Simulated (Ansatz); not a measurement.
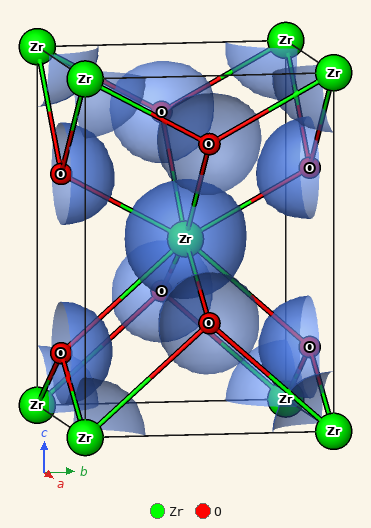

Figure. ZrO2. Isosurface of the valence charge density (pseudo) at 1 e/Å³ (blue), seen slightly off an axis. Sticks mark near contacts.

Space group P4₂/nmc; a structure from a database of computed crystals, not necessarily the ambient phase; changed on purpose from its base cell (biaxial strain in the a-b plane, c and atoms relaxed: +1.5 %); computed pressure about −5 GPa in this cell.

These are results of Ansatz 0.2.0, DFT PBE, scalar-relativistic, plane waves, PAW, not measurements.

**Which contacts does the surface bridge?**

At this value the density breaks into separate islands; it holds about 65 % of the electrons treated as valence (semicore included). It bridges none of the near contacts. It is pinched off along the shortest Zr–O (2.09 Å) contacts. On the grid the lowest density along these lines, outside the cores, is 0.68 e/Å³ (Zr–O, 2.09 Å).
